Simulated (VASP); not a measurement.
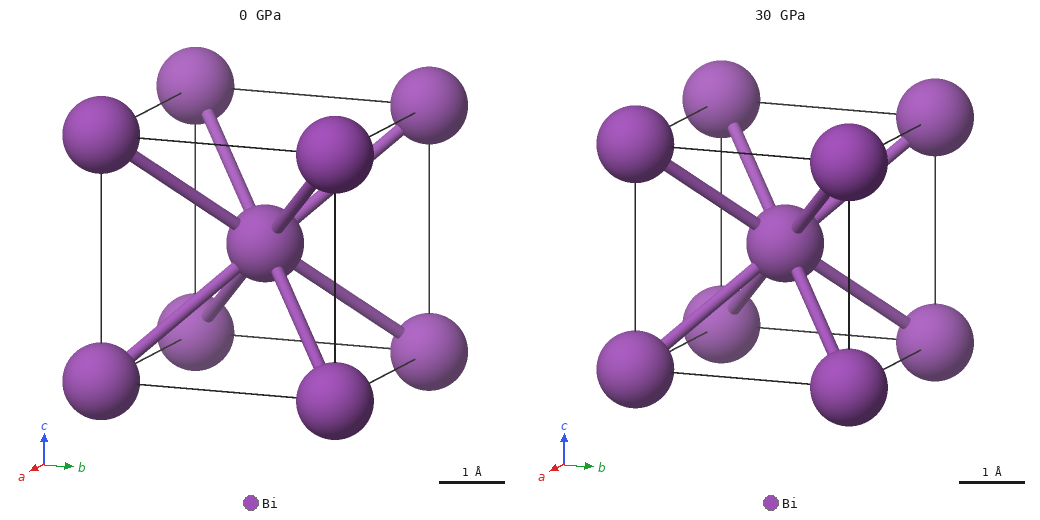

Bi, body-centred cubic (W type), space group Im-3m (No. 229), relaxed (cell and atoms) under a series of hydrostatic pressures; the conventional cell is drawn at the lowest and the highest, to one scale (sticks follow a distance rule). The start was a structure listed in the Materials Project. This isn't the form of Bi at room conditions, which is rhombohedral.

Alike in all runs: VASP 6.6.1; functional PBEsol; VASP's PAW PBE potentials, release 64 (Bi_d); cutoff 600 eV; k mesh 9 × 9 × 9 on the run's cell of 1 atom; occupations fermi-dirac, width 0.05 eV; no spin polarisation; no spin-orbit coupling.

| pressure (GPa) | volume (Å³/atom) | a (Å) |
| --- | --- | --- |
| 0.0 | 30.038 | 3.917 |
| 2.0 | 29.113 | 3.876 |
| 5.0 | 27.913 | 3.822 |
| 10.0 | 26.423 | 3.753 |
| 20.0 | ? | ? |
| 30.0 | 22.933 | 3.580 |

Fit a third-order Birch-Murnaghan equation to the rows given and use it to fill in the volume that is left out.

The fit gives V0 = 30.07 Å³/atom, B0 = 56 GPa and B0′ = 5.0, which puts the volume at 20.0 GPa at 24.36 Å³/atom. The run gave volume 24.351 Å³/atom; a 3.652 Å.

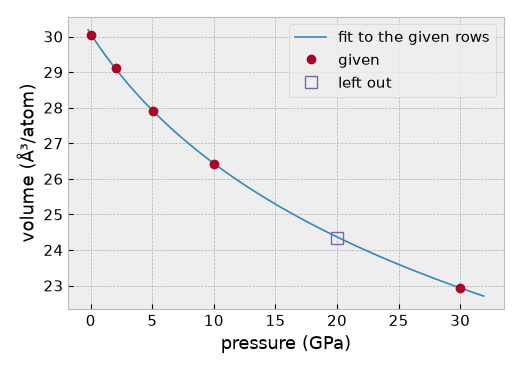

Volume against pressure, with the fit. The structure was kept in its own symmetry, so a change to another phase within this range wouldn't be seen.

Caveat: the PAW data sets were made with another functional, which shifts forces and pressure a little; spin-orbit coupling matters for Bi, in volumes and forces too.
